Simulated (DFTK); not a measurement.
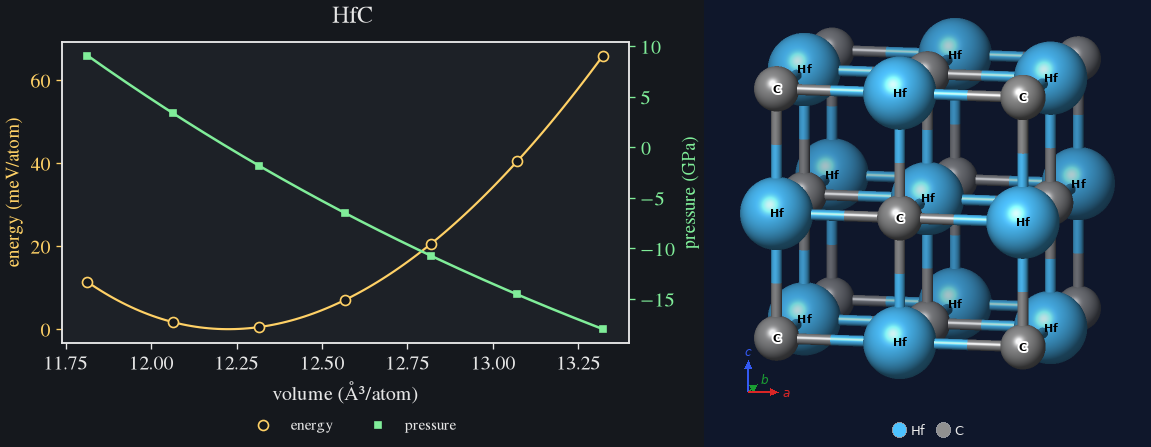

How it was computed, with DFTK 0.8.2: plane-wave DFT, no spin polarisation; energies at scaled volumes of the given cell, shape and fractions fixed, counted from the fit's minimum, third-order Birch-Murnaghan fit. Level: PBEsol.

| setting | value |
| --- | --- |
| k mesh | 6×6×6 |
| occupations | Fermi–Dirac |
| smearing width | 0.05 eV |
| potentials | dojo sr pbesol 0.4 stringent |
| wave cutoff | 1796 eV |

Starting cell:
```
Hf C
1.0
     0.00000    2.32500    2.32500
     2.32500    0.00000    2.32500
     2.32500    2.32500    0.00000
Hf C
1 1
Direct
  0.50000 0.50000 0.50000
  0.00000 0.00000 0.00000
```

Caption: Energy and pressure against volume for HfC, space group Fm-3m (No. 225). The conventional cell is drawn beside the plot.

A third-order Birch–Murnaghan fit gives V0 = 12.23 Å³/atom, B0 = 248 GPa and B′ = 4.0. The energy is 11.41 meV/atom at volume 11.81 Å³/atom and 65.90 meV/atom at 13.32 Å³/atom; the lowest computed point is at volume 12.32 Å³/atom (0.51 meV/atom). The pressure falls from 9.08 GPa at volume 11.81 Å³/atom to −17.98 GPa at 13.32 Å³/atom, and changes sign near 12.23 Å³/atom.
